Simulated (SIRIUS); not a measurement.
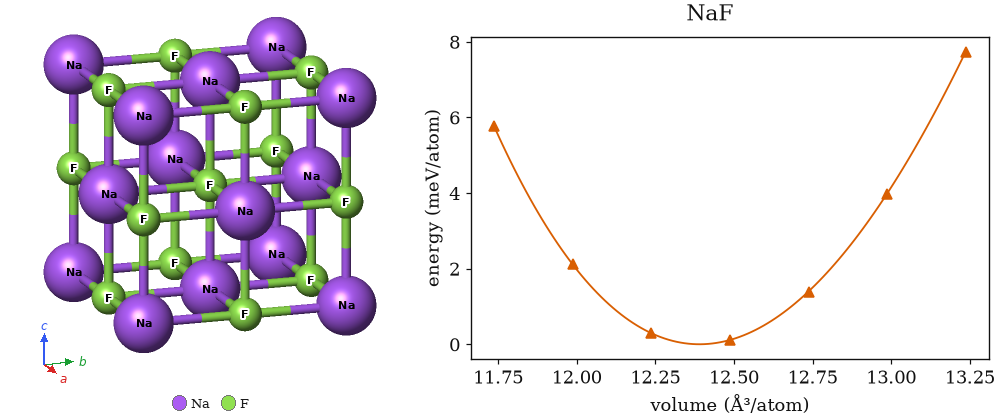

The figure shows the energy against volume for NaF, space group Fm-3m (No. 225). The conventional cell is drawn beside the plot.

The given structure:
```xyz
2
Lattice="0.0000 2.3200 2.3200 2.3200 0.0000 2.3200 2.3200 2.3200 0.0000" Properties=species:S:1:pos:R:3 pbc="T T T"
Na    0.0000    0.0000    0.0000
F     2.3200    2.3200    2.3200
```

Calculation (SIRIUS 7.12.0): plane-wave DFT, no spin polarisation; energies at scaled volumes of the given cell, shape and fractions fixed, counted from the fit's minimum, third-order Birch-Murnaghan fit. Level: PBEsol.

```
       setting                          value
        k mesh                       10×10×10
   occupations                    Fermi–Dirac
smearing width                        0.05 eV
    potentials  dojo sr pbesol 0.4.1 standard
   wave cutoff                        1202 eV
density cutoff                        4809 eV
```

This calculation gives: equilibrium volume 12.39 Å³/atom and bulk modulus 48.5 GPa.

Now F is replaced by I on all its sites, which gives NaI in the same structure. The second calculation uses k mesh 7×7×7. What happens?

The equilibrium volume rises from 12.39 to 32.81 Å³/atom (+165 %) and the bulk modulus falls from 48.5 to 17.4 GPa (−64 %).

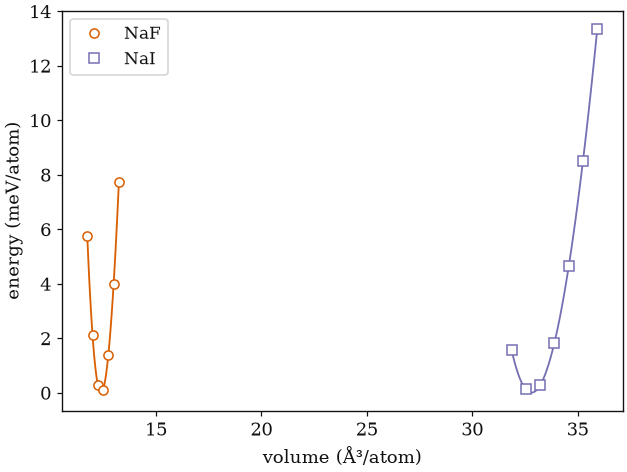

The two results together.

V0 and the bulk modulus come from third-order Birch–Murnaghan fits.
